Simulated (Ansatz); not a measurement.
# KBr (Fm-3m): refractive index against wavelength

The refractive index of KBr (Fm-3m) below the direct gap (4.44 eV on the mesh) is read from one computed spectrum, n = √(Re ε).

It takes space group Fm-3m (No. 225, cubic). Conventional cell: a = 6.600 Å, b = 6.600 Å, c = 6.600 Å, α = 90.00°, β = 90.00°, γ = 90.00°. Br on site b is surrounded by 6 K at 3.30 Å. K on site a is surrounded by 6 Br at 3.30 Å.

Method: Ansatz 0.2.0, PBE, independent particles, k-mesh 10×10×10 with interpolation inside its cells, Gaussian parameter 0.15 eV.

Launch of the response step: `ansatz run input.yaml --threads 4 --pin off --max-ram 8192MiB --backend cpu --events-out ev --progress --plain --runs-dir out`. The run took 3 s, on 4 threads of Intel(R) Xeon(R) 6975P-C (Granite Rapids), on a shared host.

```
wavelength (nm)  photon energy E (eV)       n
           1064                 1.165  1.6907
            850                 1.459  1.6970
            700                 1.771  1.7055
            633                 1.959  1.7116
            532                 2.331  1.7263
            450                 2.755       ?
            405                 3.061  1.7675
```

In the single-oscillator model n² − 1 = E₀E_d/(E₀² − E²), so 1/(n² − 1) = E₀/E_d − E²/(E₀E_d) is linear in E².

Working, on the rows shown:

| x = E² (eV²) | y = 1/(n² − 1) |
| --- | --- |
| 1.35784 | 0.538078 |
| 2.12762 | 0.531969 |
| 3.13716 | 0.523908 |
| 3.83641 | 0.518249 |
| 5.43137 | 0.505022 |
| 9.37179 | 0.470797 |

Means: x̄ = 4.2104, ȳ = 0.51467. Σ(x − x̄)(y − ȳ) = -0.3523, Σ(x − x̄)² = 41.9. Slope = -0.3523 / 41.9 = -0.008408; intercept = ȳ − slope · x̄ = 0.55007. Turned back into n, the line misses the rows shown by at most 0.0007.

**Question.** Fill in the last column of the withheld row.

**Answer.** At x = 7.5912 the line gives y = 0.48624, that is 1.7483. The run gave 1.7478, so the interpolation is off by 0.00051, 0.7 % of the range in the table.

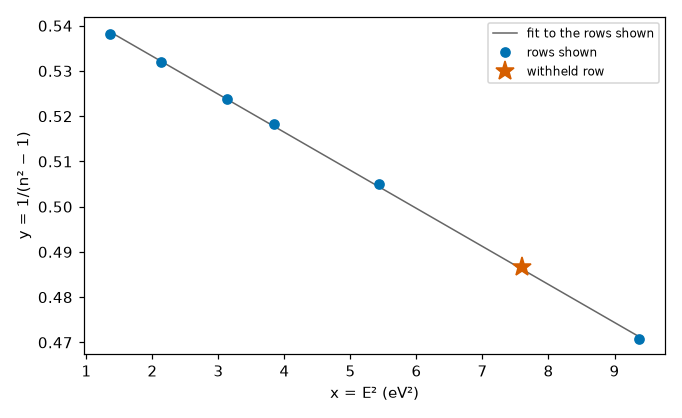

Refitted with all rows, the slope is -0.008385 and the intercept 0.55002. These give E₀ = √(intercept/−slope) = 8.10 eV and E_d = E₀/intercept = 14.7 eV; E₀ is 1.8 times the direct gap. The electronic limit at long wavelengths, without lattice vibrations, is n = √(1 + 1/intercept) = 1.679. Excitons are left out and so are local fields; PBE gaps are as a rule too small. Spin-orbit coupling is left out.

[Logs are printed without paths, hosts, clocks, repeated set-up lines and the standing remarks that a program may print on its own settings, such as how far it seeks lower states.]
